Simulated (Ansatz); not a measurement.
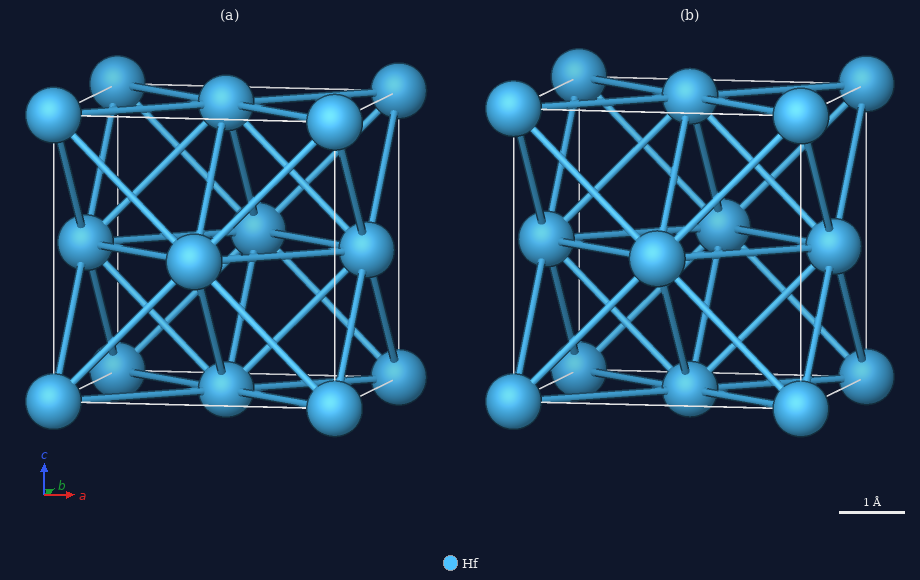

Left: a symmetric starting cell of Hf. Right: the same structure after one change, at the same scale. The picture is a ball-and-stick view of the conventional cell (4 times the calculation's cell), seen slightly off an axis. Lengths and directions refer to the drawn axes.

Level of theory: DFT LDA, scalar-relativistic, plane waves, PAW in Ansatz 0.2.0. Set-up: plane-wave cutoff 420 eV; k-point mesh 16 × 16 × 16; occupations gaussian; smearing width 0.1 eV; no spin polarisation.

> What distinguishes the right structure from the left one?

All lengths are scaled by +2.2 % (volume +6.8 %), the atoms keeping their fractional coordinates. No relaxation follows. The starting cell wasn't computed here and needn't be at equilibrium, so pressure and forces aren't due to the change alone.

> How do the computed properties respond?

Among the bonded contacts that change: Hf–Hf 3.140 → 3.210 Å. The space group stays Fm-3m (No. 225). The pressure is −11.3 GPa (not all of it need come from the change, since the unchanged cell can be under pressure at this level too). All forces vanish by symmetry.
